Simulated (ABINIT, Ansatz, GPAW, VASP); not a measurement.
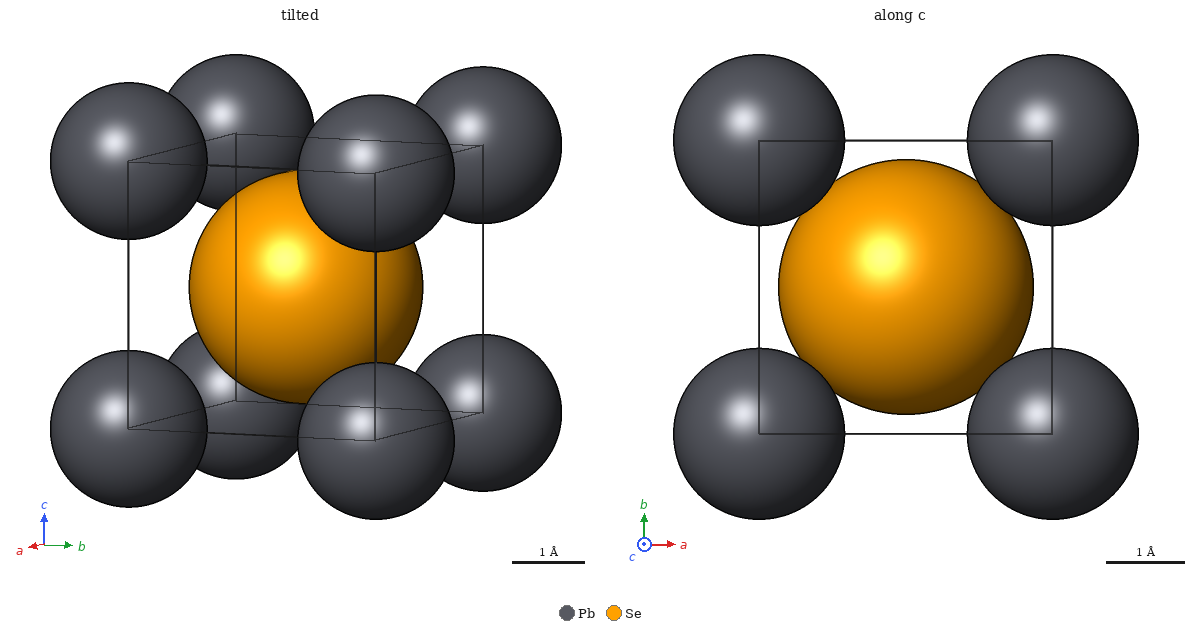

PbSe, caesium chloride (CsCl, B2) type, space group Pm-3m (No. 221), a = 3.784 Å, b = 3.784 Å, c = 3.784 Å, α = 90.00°, β = 90.00°, γ = 90.00° (27.10 Å³/atom). A space-filling rendering, viewed slightly off an axis and along the c axis. The edges of the conventional unit cell are marked. The cell is a structure listed in the Materials Project. Other forms of this composition are known.

The cell was scaled uniformly, at fixed shape and fractional positions, in four programs or potential sets. Alike in all runs: functional PBE; k mesh 7 × 7 × 7 on the run's cell of 2 atoms; occupations fermi-dirac, width 0.05 eV; no spin polarisation; no spin-orbit coupling.

Energies from Ansatz (Ansatz PAW soft_1):

```tsv
volume (Å³/atom)	E − E(lowest point) (meV/atom)
25.472	14.62
26.014	5.83
26.556	1.12
27.098	0.00
27.640	2.07
28.182	6.97
28.724	14.46
```

Fit a third-order Birch-Murnaghan equation of state to these points.

Answer. V0 = 27.01 Å³/atom (a0 = 3.780 Å), B0 = 48.0 GPa and B0′ = 4.8. V0 lies 0.3 % below the volume of the cell as given.

The same fit in all programs:

| program | V0 (Å³/atom) | a0 (Å) | B0 (GPa) | B0′ |
| --- | --- | --- | --- | --- |
| Ansatz (Ansatz PAW soft_1) | 27.01 | 3.780 | 48.0 | 4.8 |
| VASP (PBE potentials, release 64 Pb_d, Se) | 27.03 | 3.781 | 48.1 | 4.8 |
| ABINIT (JTH PAW PBE v2.0) | ? | ? | ? | ? |
| GPAW (PAW data 1.2.1) | 26.90 | 3.775 | 48.3 | 4.8 |

Estimate the row of ABINIT (JTH PAW PBE v2.0).

Answer. V0 = 27.02 Å³/atom, a0 = 3.781 Å, B0 = 48.1 GPa and B0′ = 4.8. The other rows span 26.90 to 27.03 Å³/atom and 48.0 to 48.3 GPa.

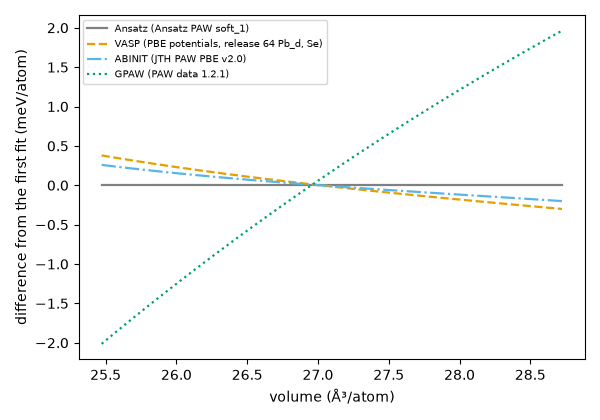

Each fitted curve, counted from its own minimum, less that of Ansatz (Ansatz PAW soft_1). With one functional throughout, the spread comes from potentials, basis sets and numerical settings; B0′ is uncertain by a few tenths over so narrow a range.

Caveat: spin-orbit coupling matters for Pb, in volumes and forces too.
